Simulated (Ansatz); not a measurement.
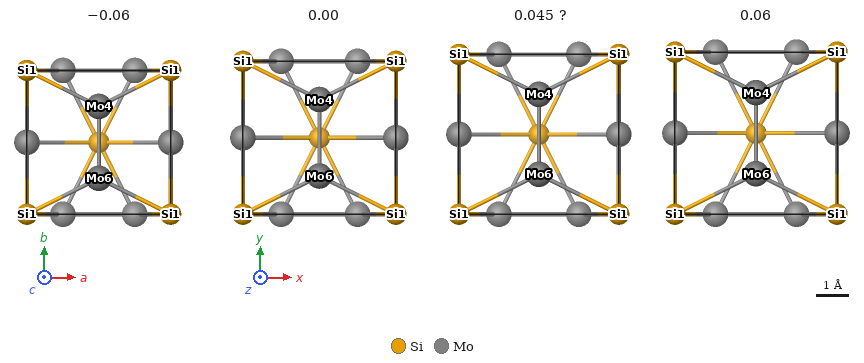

A scan of a crystal of SiMo3 (Pm-3n): the cell is strained equally along x and y, with the atoms kept at their fractional coordinates. x, y and z are the Cartesian axes of the input. The picture is a ball-and-stick view of the cell of the calculation, seen along the c axis.

Method: Ansatz 0.2.0, DFT PBEsol, scalar-relativistic, plane waves, PAW. Settings: plane-wave cutoff 420 eV; k-point mesh 8 × 8 × 8; occupations gaussian; smearing width 0.15 eV; no spin polarisation. Energies (free energies at the smearing named) are counted from the relaxed crystal.

```csv
strain,energy change (meV/atom)
−0.0600,254.2
−0.0450,136.6
−0.0300,58.1
−0.0150,13.9
0.0000,0.0
0.0150,12.5
0.0300,48.0
0.0450,?
0.0525,137.7
0.0600,176.0
```

> Estimate the missing energy from the other rows, and compare with the calculation.

A straight line between the two neighbours gives 107.8 meV/atom. A cubic through the four nearest rows (0.0150, 0.0300, 0.0525, 0.0600) gives, with Lagrange weights, (−0.0667)(12.5) + (0.3333)(48.0) + (1.0667)(137.7) + (−0.3333)(176.0) = 103.4 meV/atom. The calculation gives 103.4 meV/atom, so the cubic is right to the digits shown and the straight line 4.4 meV/atom too high, as the curve bends upwards here.

The whole profile:

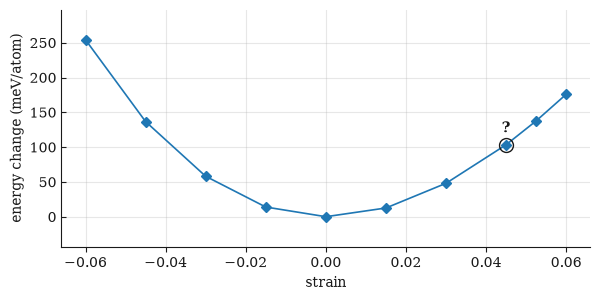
